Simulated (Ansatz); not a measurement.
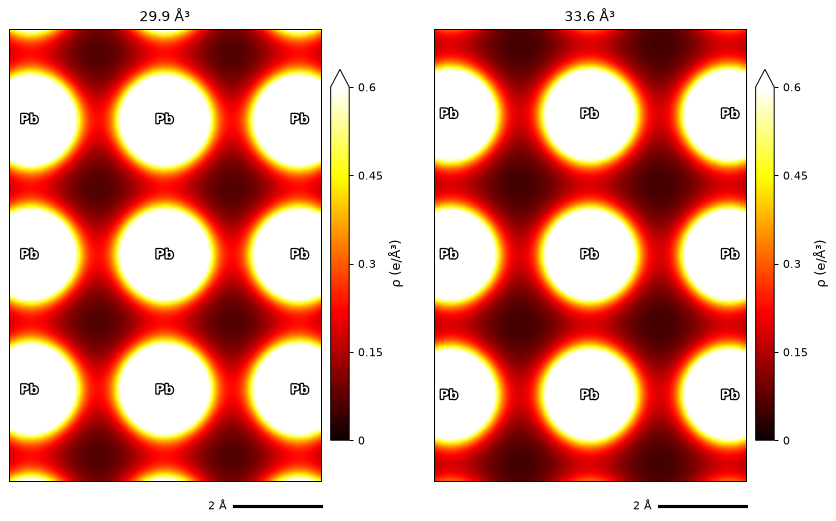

Pb. The valence charge density (pseudo) of cells scaled evenly to different volumes (given per atom above each panel), on the (010) plane of each (indices in the axes of the cell below), at one length scale and on one colour scale.

A generated structure, not necessarily the stable one.

Theory: DFT, LDA (PW92), plane waves (420 eV) with PAW, scalar-relativistic in Ansatz 0.2.0.

The density is the valence pseudo-density of a PAW calculation; it isn't the true density close to the nuclei.

The largest cell:

```yaml
crystal:
  lattice:
    - [3.22696, 0.00000, 0.00000]
    - [0.00000, 3.22696, 0.00000]
    - [0.00000, 0.00000, 3.22696]
  atoms:
    - { symbol: Pb, position: [0.00000, 0.00000, 0.00000] }
```

| volume (Å³/atom) | Pb–Pb contact in the plane (Å) | ρ at its midpoint (e/Å³) | pressure (GPa) | 
| --- | --- | --- | --- |
| 29.87 | 3.103 | 0.228 | 2.4 | 
| 31.11 | 3.145 | ? | ? | 
| 33.60 | 3.227 | 0.187 | −2.9 | 

> Estimate the missing row, and compare with the calculation.

Over the known rows ln ρ falls by 1.60 per Å of Pb–Pb distance (the line through the two), which gives 0.213 e/Å³ at 3.145 Å; the calculation gives 0.213 e/Å³. For the pressure, a straight line in volume between the neighbouring rows gives 0.6 GPa; the calculation gives 0.2, lower because pressure rises ever faster on compression.
